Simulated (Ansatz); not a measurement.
# Density-of-states calculation, with input and output: Ni12Si5 (part 2 of 2)

The same run, continued: Ni12Si5 (17 atoms in the cell); DFT r2SCAN, scalar-relativistic, plane waves, PAW, no spin polarisation (Ansatz 0.2.0); cutoff 500 eV, 4×4×4 k-mesh, Gaussian smearing of 0.1 eV. The structure was built on a prototype by a generator; it need not be a known phase. It belongs to a series of runs on one base structure; here: 1 of 6 Si atoms taken out at random, relaxed in part.

Geometry of the input (Å; fractional positions):
```
1.8951  -3.2825  4.8751
1.8951  3.2825  4.8751
-3.7903  0.0000  4.8751
Si 0.9353  0.5632  0.2499
Si 0.2296  0.9161  0.6028
Si 0.5824  0.2689  0.8971
Si 0.4244  0.7581  0.0920
Si 0.7405  0.0742  0.4080
Ni 0.0258  0.9379  0.0302
Ni 0.3627  0.3595  0.2718
Ni 0.6043  0.6963  0.6933
Ni 0.5605  0.4729  0.4696
Ni 0.8021  0.8942  0.8068
Ni 0.1392  0.1358  0.2280
Ni 0.7967  0.4160  0.0357
Ni 0.0823  0.7018  0.4643
Ni 0.3681  0.1304  0.7498
Ni 0.1978  0.5315  0.8653
Ni 0.5825  0.9162  0.2500
Ni 0.9670  0.3007  0.6345
```

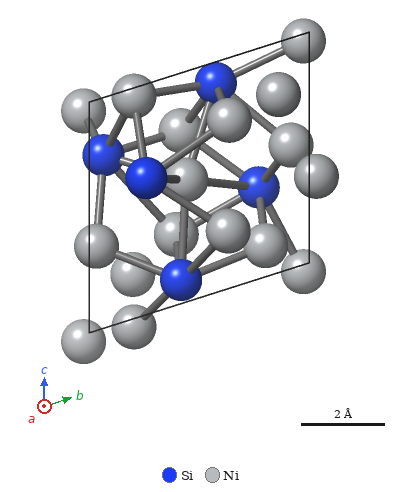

**Figure 1.** The structure (ball-and-stick view of the reduced cell, along the a axis). An atom can appear more than once, as a periodic image.

Output, continued
```
  k-point 0: bands = ["-89.8427", "-89.6283", "-89.6248", "-89.6247", "-89.6190", "-89.6190", "-89.6163", "-89.5266", "-89.5262", "-89.4628", "-89.4628", "-89.4620", "-48.8428", "-48.7665", "-48.7665", "-48.6450", "-48.6288", "-48.6288", "-48.6202", "-48.6202", "-48.6150", "-48.6122", "-48.6107", "-48.6107", "-48.5635", "-48.5635", "-48.5509", "-48.5509", "-48.5362", "-48.5362", "-48.5361", "-48.4767", "-48.4746", "-48.4676", "-48.4676", "-48.4651", "-48.4651", "-48.4621", "-48.4504", "-48.4504", "-48.3658", "-48.3635", "-48.3634", "-48.3483", "-48.3328", "-48.3327", "-48.2822", "-48.2714", "4.3076", "8.0183", "8.0183", "8.0878", "8.5751", "10.5010", "10.5714", "10.5715", "10.8291", "11.2539", "11.2540", "11.2591", "12.1960", "12.1960", "12.5751", "12.5752", "13.2168", "13.3552", "13.4842", "13.4843", "13.7033", "13.7166", "13.7166", "13.8911", "13.8911", "13.9666", "13.9667", "14.2673", "14.2673", "14.2908", "14.2909", "14.3871", "14.4487", "14.5768", "14.5768", "14.6346", "14.7083", "14.8383", "14.8383", "15.0103", "15.1499", "15.3811", "15.3812", "15.5788", "15.5788", "15.6216", "15.6875", "15.6875", "15.8354", "15.8355", "15.8483", "15.9862", "15.9863", "15.9975", "15.9976", "15.9992", "16.1095", "16.1132", "16.1132", "16.1617", "16.2839", "16.2839", "16.3334", "16.3334", "16.4248", "16.7826", "16.8399", "16.8400", "16.9519", "16.9520", "17.4057", "17.4987", "17.5737", "17.5738", "17.7859", "20.6686", "20.6686", "20.9643"]
  k-point 1: bands = ["-89.8427", "-89.6280", "-89.6260", "-89.6234", "-89.6204", "-89.6179", "-89.6165", "-89.5267", "-89.5262", "-89.4628", "-89.4627", "-89.4621", "-48.8427", "-48.7667", "-48.7663", "-48.6445", "-48.6329", "-48.6298", "-48.6245", "-48.6170", "-48.6146", "-48.6111", "-48.6089", "-48.6043", "-48.5760", "-48.5557", "-48.5510", "-48.5472", "-48.5396", "-48.5366", "-48.5357", "-48.4755", "-48.4746", "-48.4724", "-48.4680", "-48.4671", "-48.4655", "-48.4552", "-48.4504", "-48.4492", "-48.3660", "-48.3635", "-48.3631", "-48.3504", "-48.3328", "-48.3325", "-48.2821", "-48.2712", "4.6325", "7.0037", "7.8981", "8.2070", "8.5571", "10.0498", "10.4207", "10.8378", "10.9133", "11.0365", "11.8476", "11.9806", "12.3376", "12.4600", "12.6152", "12.7865", "13.0838", "13.2992", "13.4248", "13.5157", "13.6510", "13.6742", "13.8362", "13.8814", "13.9282", "13.9654", "14.0410", "14.1127", "14.1941", "14.2938", "14.3535", "14.3590", "14.4595", "14.5561", "14.6278", "14.7974", "14.8012", "14.8387", "14.9606", "15.0664", "15.1042", "15.2213", "15.3329", "15.4585", "15.4739", "15.5817", "15.6543", "15.6734", "15.7412", "15.7832", "15.8446", "15.9513", "15.9823", "15.9871", "15.9944", "16.0116", "16.0743", "16.0956", "16.1421", "16.2088", "16.2533", "16.3381", "16.3999", "16.4844", "16.5157", "16.6754", "16.8515", "16.8970", "16.9641", "17.1208", "17.3919", "17.5898", "18.0512", "18.0718", "18.4085", "19.0204", "19.2941", "20.4212"]
  k-point 2: bands = ["-89.8427", "-89.6273", "-89.6270", "-89.6224", "-89.6215", "-89.6171", "-89.6170", "-89.5267", "-89.5262", "-89.4627", "-89.4626", "-89.4623", "-48.8427", "-48.7667", "-48.7663", "-48.6428", "-48.6368", "-48.6329", "-48.6218", "-48.6192", "-48.6154", "-48.6095", "-48.6064", "-48.5926", "-48.5887", "-48.5530", "-48.5495", "-48.5454", "-48.5423", "-48.5381", "-48.5353", "-48.4773", "-48.4731", "-48.4711", "-48.4704", "-48.4680", "-48.4653", "-48.4533", "-48.4503", "-48.4472", "-48.3660", "-48.3632", "-48.3629", "-48.3528", "-48.3328", "-48.3321", "-48.2821", "-48.2710", "5.3678", "5.8527", "7.8614", "8.0819", "8.5769", "9.9034", "10.0978", "10.8924", "11.1215", "11.3991", "11.9084", "12.2211", "12.4778", "12.7598", "12.7699", "12.9795", "13.1152", "13.2853", "13.3722", "13.4292", "13.6287", "13.6681", "13.8108", "13.8822", "13.9729", "14.0079", "14.0890", "14.1132", "14.2505", "14.2637", "14.3502", "14.3880", "14.4756", "14.4925", "14.5882", "14.7615", "14.8077", "14.8178", "14.9758", "15.1154", "15.1219", "15.2659", "15.3097", "15.4964", "15.5183", "15.5561", "15.5889", "15.6294", "15.7707", "15.7865", "15.8291", "15.8341", "15.9070", "15.9392", "15.9691", "16.0090", "16.1046", "16.1311", "16.2044", "16.2093", "16.3049", "16.3510", "16.4141", "16.4757", "16.5736", "16.7358", "16.8342", "16.9450", "17.0861", "17.2949", "17.3632", "17.5646", "18.1219", "18.1230", "18.8735", "19.1933", "19.5244", "20.1925"]
  k-point 35: bands = ["-89.8427", "-89.6268", "-89.6268", "-89.6228", "-89.6219", "-89.6170", "-89.6170", "-89.5268", "-89.5261", "-89.4628", "-89.4628", "-89.4619", "-48.8427", "-48.7669", "-48.7669", "-48.6406", "-48.6406", "-48.6267", "-48.6267", "-48.6232", "-48.6102", "-48.6102", "-48.6066", "-48.5925", "-48.5853", "-48.5542", "-48.5542", "-48.5457", "-48.5457", "-48.5314", "-48.5314", "-48.4768", "-48.4710", "-48.4681", "-48.4681", "-48.4663", "-48.4640", "-48.4639", "-48.4523", "-48.4523", "-48.3650", "-48.3629", "-48.3628", "-48.3508", "-48.3330", "-48.3330", "-48.2814", "-48.2713", "5.6572", "6.0402", "7.7121", "7.7754", "7.7754", "10.1935", "10.1936", "10.5571", "11.5787", "11.7222", "11.7223", "12.4086", "12.6180", "12.6180", "12.9345", "12.9679", "12.9680", "13.2075", "13.2076", "13.3370", "13.6491", "13.6492", "13.6809", "13.8945", "13.8946", "14.1455", "14.1456", "14.2623", "14.2624", "14.5360", "14.5859", "14.5860", "14.6968", "14.7419", "14.7497", "14.7497", "14.7596", "14.8440", "14.9311", "14.9311", "15.1720", "15.1991", "15.1992", "15.3198", "15.3773", "15.3774", "15.4933", "15.4933", "15.6993", "15.6994", "15.7375", "15.8340", "15.8340", "15.9096", "15.9138", "15.9138", "16.0093", "16.0557", "16.0557", "16.0990", "16.2086", "16.2086", "16.4160", "16.5850", "16.6562", "16.6562", "16.7175", "16.7175", "17.0779", "17.0780", "17.5249", "18.2886", "18.2888", "18.6910", "19.8147", "20.4274", "20.4276", "20.7596"]
--- Löwdin populations: 17 sites ---
  site symbol       q [e]
     0     Si      4.4429
     1     Si      4.4429
     2     Si      4.4429
     3     Si      4.3894
     4     Si      4.3893
     5     Ni     17.5842
     6     Ni     17.5842
     7     Ni     17.5842
     8     Ni     17.5842
     9     Ni     17.5842
    10     Ni     17.5842
    11     Ni     17.6231
    12     Ni     17.6232
    13     Ni     17.6232
    14     Ni     17.6385
    15     Ni     17.5998
    16     Ni     17.6385
  spilling = 0.011192 (of n_electrons = 236.000000)
```

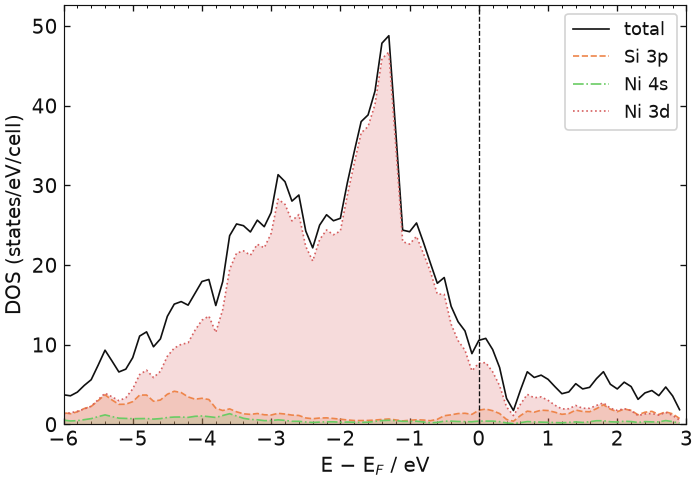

**Figure 2.** Density of states (projected on Löwdin-orthogonalised atomic shells), with energies from the Fermi level. There are states at the Fermi level: a metal at this level of theory.
